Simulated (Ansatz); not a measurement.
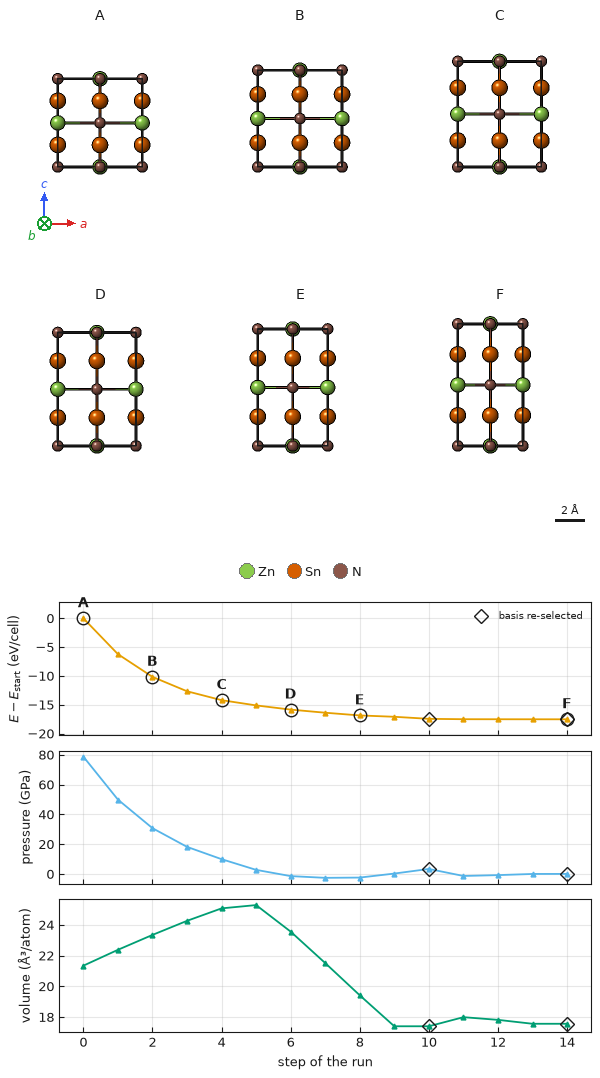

Frames of a relaxation of a crystal of ZnSn₂N₂ (a generated structure, set up in I4/mmm) (coarse preliminary run), marked on the history of the run. A ball-and-stick model of the conventional cell (2 times the calculation's cell), seen along the b axis. Lengths and directions refer to the drawn axes.

All numbers below come from DFT PBE, scalar-relativistic, plane waves, PAW in Ansatz 0.2.0.

Input file:
```yaml
crystal:
  lattice:
    - [-2.9449501, 2.9449501, 3.07660408]
    - [2.9449501, -2.9449501, 3.07660408]
    - [2.9449501, 2.9449501, -3.07660408]
  atoms:
    - { symbol: Zn, position: [0.5, 0.5, 0.0] }
    - { symbol: Sn, position: [0.75, 0.25, 0.5] }
    - { symbol: Sn, position: [0.25, 0.75, 0.5] }
    - { symbol: "N", position: [0.5, 0.0, 0.5] }
    - { symbol: "N", position: [0.0, 0.5, 0.5] }
basis:
  ecutwfc: 420
kpoints:
  mp_grid: { grid: [4, 4, 4] }
hamiltonian:
  xc: pbe
scf:
  occupations: { method: gaussian, width: 0.1 }
  lower_state_search: "off"
output:
  forces: true
  stress: true
  eigenvalues: true
relax:
  adjacent_minimum: "off"
  f_tol: 0.04
  max_steps: 70
  cell: { stress_tol: 0.4 }
```

Run as
```bash
ansatz run input.yaml --threads 1 --pin off --max-ram 2560MiB --backend cpu --events-out ev --progress --plain --runs-dir out
```

Question: Describe the path.

Answer: No atom moves by more than 0.005 Å relative to the cell. The volume changes by −17.7 %, with a = b 5.890 → 4.540 Å (−22.9 %), c 6.153 → 8.522 Å (+38.5 %). Some distances before and after: Zn1–N4 2.945 → 2.270 Å, Sn2–N4 1.538 → 2.131 Å. The space group stays I4/mmm (No. 139). The energy falls by 17.518 eV per cell of the calculation in 12 accepted moves (14 points after the start). All forces vanish by symmetry, so only the cell relaxes. The pressure goes from 78.77 to 0.11 GPa. At 2 points the geometry stayed and the basis and grid were re-selected for the new cell (energy shift of 0.358 eV per cell of the calculation at most each time). From step 0 to 2: volume +9.4 %, energy −10.156 eV per cell of the calculation. From step 2 to 4: volume +7.4 %, energy −4.042 eV per cell of the calculation. From step 4 to 6: volume −6.0 %, energy −1.640 eV per cell of the calculation. From step 6 to 8: volume −17.6 %, energy −1.010 eV per cell of the calculation. From step 8 to 14: volume −9.5 %, energy −0.671 eV per cell of the calculation.

| step | E − E(0), meV/atom | pressure, GPa | volume, Å³/atom | note |
| --- | --- | --- | --- | --- |
| 0 | 0.00 | 78.77 | 21.346 |  |
| 1 | -1242.73 | 49.97 | 22.380 |  |
| 2 | -2031.20 | 30.80 | 23.349 |  |
| 3 | -2530.88 | 18.26 | 24.266 |  |
| 4 | -2839.52 | 10.00 | 25.077 |  |
| 5 | -3021.67 | 2.82 | 25.291 |  |
| 6 | -3167.45 | -1.37 | 23.564 |  |
| 7 | -3275.47 | -2.52 | 21.518 |  |
| 8 | -3369.37 | -2.35 | 19.419 |  |
| 9 | -3416.23 | 0.34 | 17.403 |  |
| 10 | -3487.76 | 3.44 | 17.403 | same geometry, new basis |
| 11 | -3500.38 | -1.27 | 17.995 |  |
| 12 | -3501.92 | -0.71 | 17.820 |  |
| 13 | -3503.06 | 0.08 | 17.566 |  |
| 14 | -3503.58 | 0.11 | 17.566 | same geometry, new basis |
